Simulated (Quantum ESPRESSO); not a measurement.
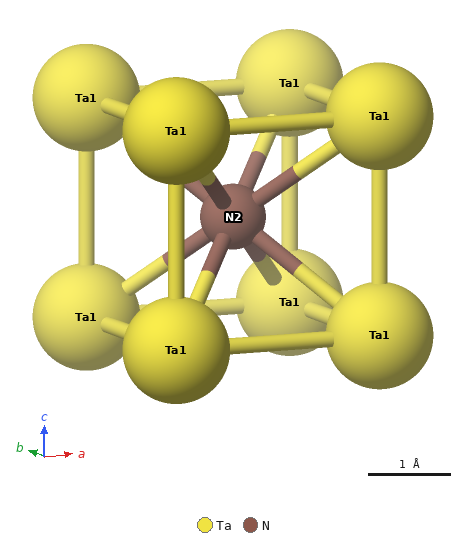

**Figure 1.** The input geometry (ball-and-stick view of the cell of the calculation, seen slightly off an axis; atoms are numbered from 1 in the order of the input). An atom can appear more than once, as a periodic image. Near neighbours in the periodic cell (some may lie outside the picture): Ta has 8 N at 2.37 Å and 6 Ta at 2.73 Å; N has 8 Ta at 2.37 Å.

**Single-point calculation of TaN (part 1 of 2)**

TaN (Pm-3m, 2 atoms in the cell), computed with Kohn-Sham DFT of a periodic cell, PBE, SSSP 1.3 efficiency PBE, no spin polarisation (Quantum ESPRESSO 7.5).

The structure was built on a prototype by a generator; it need not be a known phase.

### Input
```
&CONTROL
  calculation = 'scf'
  prefix = 'pwscf'
  outdir = './tmp'
  pseudo_dir = './pseudo'
  tprnfor = .true.
  tstress = .true.
  disk_io = 'nowf'
/
&SYSTEM
  ibrav = 0
  nat = 2
  ntyp = 2
  ecutwfc = 60
  ecutrho = 480
  nbnd = 15
  occupations = 'smearing'
  smearing = 'fd'
  degauss = 0.00367493
/
&ELECTRONS
  conv_thr = 4d-10
  electron_maxstep = 120
  mixing_beta = 0.5
/
ATOMIC_SPECIES
Ta   180.9479 Ta_pbe_v1.uspp.F.UPF
N     14.0070 N.pbe-n-radius_5.UPF
CELL_PARAMETERS angstrom
   2.7323076900    0.0000000000    0.0000000000
   0.0000000000    2.7323076900    0.0000000000
   0.0000000000    0.0000000000    2.7323076900
ATOMIC_POSITIONS crystal
Ta     0.0000000000    0.0000000000    0.0000000000
N      0.5000000000    0.5000000000    0.5000000000
K_POINTS automatic
10 10 10 0 0 0
```

Launched with:
```bash
OMP_NUM_THREADS=1 pw.x -in pw.in > pw.out
```

### Log
```
This program is part of the open-source Quantum ESPRESSO suite
     for quantum simulation of materials; please cite
         "P. Giannozzi et al., J. Phys.:Condens. Matter 21 395502 (2009);
         "P. Giannozzi et al., J. Phys.:Condens. Matter 29 465901 (2017);
         "P. Giannozzi et al., J. Chem. Phys. 152 154105 (2020);
          URL
     in publications or presentations arising from this work. More details at

     Message from routine setup:
     using ibrav=0 with symmetry is DISCOURAGED, use correct ibrav instead

     G-vector sticks info
     --------------------
     sticks:   dense  smooth     PW     G-vecs:    dense   smooth      PW
     Sum        1009     509    169                24405     8709    1575

     Using Slab Decomposition

     bravais-lattice index     =            0
     lattice parameter (alat)  =       5.1633  a.u.
     unit-cell volume          =     137.6529 (a.u.)^3
     number of atoms/cell      =            2
     number of atomic types    =            2
     number of electrons       =        18.00
     number of Kohn-Sham states=           15
     kinetic-energy cutoff     =      60.0000  Ry
     charge density cutoff     =     480.0000  Ry
     scf convergence threshold =      4.0E-10
     mixing beta               =       0.5000
     number of iterations used =            8  plain     mixing
     Exchange-correlation= PBE
                           (   1   4   3   4   0   0   0)

     celldm(1)=   5.163313  celldm(2)=   0.000000  celldm(3)=   0.000000
     celldm(4)=   0.000000  celldm(5)=   0.000000  celldm(6)=   0.000000

     crystal axes: (cart. coord. in units of alat)
               a(1) = (   1.000000   0.000000   0.000000 )
               a(2) = (   0.000000   1.000000   0.000000 )
               a(3) = (   0.000000   0.000000   1.000000 )

     reciprocal axes: (cart. coord. in units 2 pi/alat)
               b(1) = (  1.000000  0.000000  0.000000 )
               b(2) = (  0.000000  1.000000  0.000000 )
               b(3) = (  0.000000  0.000000  1.000000 )

     PseudoPot. # 1 for Ta read from file:
     Ta_pbe_v1.uspp.F.UPF
     Pseudo is Ultrasoft + core correction, Zval = 13.0
     Generated by new atomic code, or converted to UPF format
     Using radial grid of  921 points,  7 beta functions with:
                l(1) =   0
                l(2) =   0
                l(3) =   1
                l(4) =   1
                l(5) =   2
                l(6) =   2
                l(7) =   3
     Q(r) pseudized with  6 coefficients,  rinner =    1.300   1.300   1.300
                                                       1.300   1.300   1.300
                                                       1.300

     PseudoPot. # 2 for N  read from file:
     N.pbe-n-radius_5.UPF
     Pseudo is Ultrasoft + core correction, Zval =  5.0
     Generated using "atomic" code by A. Dal Corso  v.5.1
     Using radial grid of 1085 points,  4 beta functions with:
                l(1) =   0
                l(2) =   0
                l(3) =   1
                l(4) =   1
     Q(r) pseudized with 0 coefficients

     atomic species   valence    mass     pseudopotential
     Ta               13.00   180.94790     Ta( 1.00)
     N                 5.00    14.00700     N ( 1.00)

     48 Sym. Ops., with inversion, found

   Cartesian axes

     site n.     atom                  positions (alat units)
         1        Ta     tau(   1) = (   0.0000000   0.0000000   0.0000000  )
         2        N      tau(   2) = (   0.5000000   0.5000000   0.5000000  )

     number of k points=    56  Fermi-Dirac smearing, width (Ry)=  0.0037
                       cart. coord. in units 2pi/alat
        k(    1) = (   0.0000000   0.0000000   0.0000000), wk =   0.0020000
        k(    2) = (   0.0000000   0.0000000   0.1000000), wk =   0.0120000
        k(    3) = (   0.0000000   0.0000000   0.2000000), wk =   0.0120000
        k(    4) = (   0.0000000   0.0000000   0.3000000), wk =   0.0120000
        k(    5) = (   0.0000000   0.0000000   0.4000000), wk =   0.0120000
        k(    6) = (   0.0000000   0.0000000  -0.5000000), wk =   0.0060000
        k(    7) = (   0.0000000   0.1000000   0.1000000), wk =   0.0240000
        k(    8) = (   0.0000000   0.1000000   0.2000000), wk =   0.0480000
        k(    9) = (   0.0000000   0.1000000   0.3000000), wk =   0.0480000
        k(   10) = (   0.0000000   0.1000000   0.4000000), wk =   0.0480000
        k(   11) = (   0.0000000   0.1000000  -0.5000000), wk =   0.0240000
        k(   12) = (   0.0000000   0.2000000   0.2000000), wk =   0.0240000
        k(   13) = (   0.0000000   0.2000000   0.3000000), wk =   0.0480000
        k(   14) = (   0.0000000   0.2000000   0.4000000), wk =   0.0480000
        k(   15) = (   0.0000000   0.2000000  -0.5000000), wk =   0.0240000
        k(   16) = (   0.0000000   0.3000000   0.3000000), wk =   0.0240000
        k(   17) = (   0.0000000   0.3000000   0.4000000), wk =   0.0480000
        k(   18) = (   0.0000000   0.3000000  -0.5000000), wk =   0.0240000
        k(   19) = (   0.0000000   0.4000000   0.4000000), wk =   0.0240000
        k(   20) = (   0.0000000   0.4000000  -0.5000000), wk =   0.0240000
        k(   21) = (   0.0000000  -0.5000000  -0.5000000), wk =   0.0060000
        k(   22) = (   0.1000000   0.1000000   0.1000000), wk =   0.0160000
        k(   23) = (   0.1000000   0.1000000   0.2000000), wk =   0.0480000
        k(   24) = (   0.1000000   0.1000000   0.3000000), wk =   0.0480000
        k(   25) = (   0.1000000   0.1000000   0.4000000), wk =   0.0480000
        k(   26) = (   0.1000000   0.1000000  -0.5000000), wk =   0.0240000
        k(   27) = (   0.1000000   0.2000000   0.2000000), wk =   0.0480000
        k(   28) = (   0.1000000   0.2000000   0.3000000), wk =   0.0960000
        k(   29) = (   0.1000000   0.2000000   0.4000000), wk =   0.0960000
        k(   30) = (   0.1000000   0.2000000  -0.5000000), wk =   0.0480000
        k(   31) = (   0.1000000   0.3000000   0.3000000), wk =   0.0480000
        k(   32) = (   0.1000000   0.3000000   0.4000000), wk =   0.0960000
        k(   33) = (   0.1000000   0.3000000  -0.5000000), wk =   0.0480000
        k(   34) = (   0.1000000   0.4000000   0.4000000), wk =   0.0480000
        k(   35) = (   0.1000000   0.4000000  -0.5000000), wk =   0.0480000
        k(   36) = (   0.1000000  -0.5000000  -0.5000000), wk =   0.0120000
        k(   37) = (   0.2000000   0.2000000   0.2000000), wk =   0.0160000
        k(   38) = (   0.2000000   0.2000000   0.3000000), wk =   0.0480000
        k(   39) = (   0.2000000   0.2000000   0.4000000), wk =   0.0480000
        k(   40) = (   0.2000000   0.2000000  -0.5000000), wk =   0.0240000
        k(   41) = (   0.2000000   0.3000000   0.3000000), wk =   0.0480000
        k(   42) = (   0.2000000   0.3000000   0.4000000), wk =   0.0960000
        k(   43) = (   0.2000000   0.3000000  -0.5000000), wk =   0.0480000
        k(   44) = (   0.2000000   0.4000000   0.4000000), wk =   0.0480000
        k(   45) = (   0.2000000   0.4000000  -0.5000000), wk =   0.0480000
        k(   46) = (   0.2000000  -0.5000000  -0.5000000), wk =   0.0120000
        k(   47) = (   0.3000000   0.3000000   0.3000000), wk =   0.0160000
        k(   48) = (   0.3000000   0.3000000   0.4000000), wk =   0.0480000
        k(   49) = (   0.3000000   0.3000000  -0.5000000), wk =   0.0240000
        k(   50) = (   0.3000000   0.4000000   0.4000000), wk =   0.0480000
        k(   51) = (   0.3000000   0.4000000  -0.5000000), wk =   0.0480000
        k(   52) = (   0.3000000  -0.5000000  -0.5000000), wk =   0.0120000
        k(   53) = (   0.4000000   0.4000000   0.4000000), wk =   0.0160000
        k(   54) = (   0.4000000   0.4000000  -0.5000000), wk =   0.0240000
        k(   55) = (   0.4000000  -0.5000000  -0.5000000), wk =   0.0120000
        k(   56) = (  -0.5000000  -0.5000000  -0.5000000), wk =   0.0020000

     Dense  grid:    24405 G-vectors     FFT dimensions: (  40,  40,  40)

     Smooth grid:     8709 G-vectors     FFT dimensions: (  25,  25,  25)

     Initial potential from superposition of free atoms

     starting charge      17.9989, renormalised to      18.0000

     negative rho (up, down):  9.315E-02 0.000E+00
     Starting wfcs are   17 randomized atomic wfcs

     Self-consistent Calculation

     iteration #  1     ecut=    60.00 Ry     beta= 0.50
     Davidson diagonalization with overlap
     ethr =  1.00E-02,  avg # of iterations =  3.4

     negative rho (up, down):  9.540E-02 0.000E+00

     total energy              =    -161.99648316 Ry
     estimated scf accuracy    <       0.33668625 Ry

     iteration #  2     ecut=    60.00 Ry     beta= 0.50
     Davidson diagonalization with overlap
     ethr =  1.87E-03,  avg # of iterations =  2.4

     negative rho (up, down):  9.638E-02 0.000E+00

     total energy              =    -162.08877754 Ry
     estimated scf accuracy    <       0.20649291 Ry

     iteration #  3     ecut=    60.00 Ry     beta= 0.50
     Davidson diagonalization with overlap
     ethr =  1.15E-03,  avg # of iterations =  1.2

     negative rho (up, down):  9.836E-02 0.000E+00

     total energy              =    -162.12715974 Ry
     estimated scf accuracy    <       0.00289666 Ry

     iteration #  4     ecut=    60.00 Ry     beta= 0.50
     Davidson diagonalization with overlap
     ethr =  1.61E-05,  avg # of iterations =  3.3

     negative rho (up, down):  9.835E-02 0.000E+00

     total energy              =    -162.12771766 Ry
     estimated scf accuracy    <       0.00018077 Ry

     iteration #  5     ecut=    60.00 Ry     beta= 0.50
     Davidson diagonalization with overlap
     ethr =  1.00E-06,  avg # of iterations =  2.2

     negative rho (up, down):  9.836E-02 0.000E+00

     total energy              =    -162.12771710 Ry
     estimated scf accuracy    <       0.00003633 Ry

     iteration #  6     ecut=    60.00 Ry     beta= 0.50
     Davidson diagonalization with overlap
     ethr =  2.02E-07,  avg # of iterations =  2.0

     negative rho (up, down):  9.834E-02 0.000E+00

     total energy              =    -162.12772354 Ry
     estimated scf accuracy    <       0.00000068 Ry

     iteration #  7     ecut=    60.00 Ry     beta= 0.50
     Davidson diagonalization with overlap
     ethr =  3.80E-09,  avg # of iterations =  2.0

     negative rho (up, down):  9.834E-02 0.000E+00

     total energy              =    -162.12772332 Ry
     estimated scf accuracy    <       0.00000093 Ry

     iteration #  8     ecut=    60.00 Ry     beta= 0.50
     Davidson diagonalization with overlap
     ethr =  3.80E-09,  avg # of iterations =  2.0

     negative rho (up, down):  9.834E-02 0.000E+00

     total energy              =    -162.12772342 Ry
     estimated scf accuracy    <          9.3E-09 Ry

     iteration #  9     ecut=    60.00 Ry     beta= 0.50
     Davidson diagonalization with overlap
     ethr =  5.17E-11,  avg # of iterations =  3.1

     negative rho (up, down):  9.834E-02 0.000E+00

     total energy              =    -162.12772343 Ry
     estimated scf accuracy    <          1.1E-09 Ry

     iteration # 10     ecut=    60.00 Ry     beta= 0.50
     Davidson diagonalization with overlap
     ethr =  5.90E-12,  avg # of iterations =  2.0

     negative rho (up, down):  9.834E-02 0.000E+00

     total energy              =    -162.12772343 Ry
     estimated scf accuracy    <          4.8E-10 Ry

     iteration # 11     ecut=    60.00 Ry     beta= 0.50
     Davidson diagonalization with overlap
     ethr =  2.68E-12,  avg # of iterations =  2.0

     negative rho (up, down):  9.834E-02 0.000E+00

     End of self-consistent calculation

          k = 0.0000 0.0000 0.0000 (  1045 PWs)   bands (ev):

   -47.0294 -13.0163 -13.0163 -13.0163   3.7348  17.2733  17.2733  19.4250
    19.4250  19.4250  24.6131  26.1530  26.1530  26.1530  39.9009

          k = 0.0000 0.0000 0.1000 (  1069 PWs)   bands (ev):

   -47.0206 -13.1558 -13.0040 -13.0040   3.9437  16.9353  17.3730  19.2144
    19.2144  19.5239  25.2672  26.2064  26.2627  26.2627  38.0797

          k = 0.0000 0.0000 0.2000 (  1089 PWs)   bands (ev):

   -46.9976 -13.5078 -12.9716 -12.9716   4.5163  15.6396  17.6483  18.6932
    18.6932  20.6950  26.3496  26.5627  26.5627  26.5900  35.5342

          k = 0.0000 0.0000 0.3000 (  1089 PWs)   bands (ev):

   -46.9690 -13.9192 -12.9313 -12.9313   5.3133  14.0148  18.0220  18.0990
    18.0990  22.8127  26.5339  26.9686  26.9686  27.9583  33.4259

          k = 0.0000 0.0000 0.4000 (  1084 PWs)   bands (ev):

   -46.9457 -14.2354 -12.8984 -12.8984   6.1049  12.6563  17.6511  17.6511
    18.3587  25.0673  26.6896  27.3377  27.3377  29.3890  32.0252

          k = 0.0000 0.0000-0.5000 (  1108 PWs)   bands (ev):

   -46.9368 -14.3527 -12.8857 -12.8857   6.4756  12.0878  17.4867  17.4867
    18.4972  26.0733  26.7506  27.4915  27.4915  30.6988  31.5290

          k = 0.0000 0.1000 0.1000 (  1077 PWs)   bands (ev):

   -47.0119 -13.1558 -13.1287 -12.9919   4.1394  17.0232  17.0648  18.6848
    19.0659  20.1556  25.2295  25.7513  26.7802  26.7986  37.9165

          k = 0.0000 0.1000 0.2000 (  1086 PWs)   bands (ev):

   -46.9889 -13.4925 -13.1054 -12.9599   4.6719  15.7037  17.2728  18.6696
    18.7565  21.1095  25.4568  25.5362  27.1874  27.8113  35.9828
```
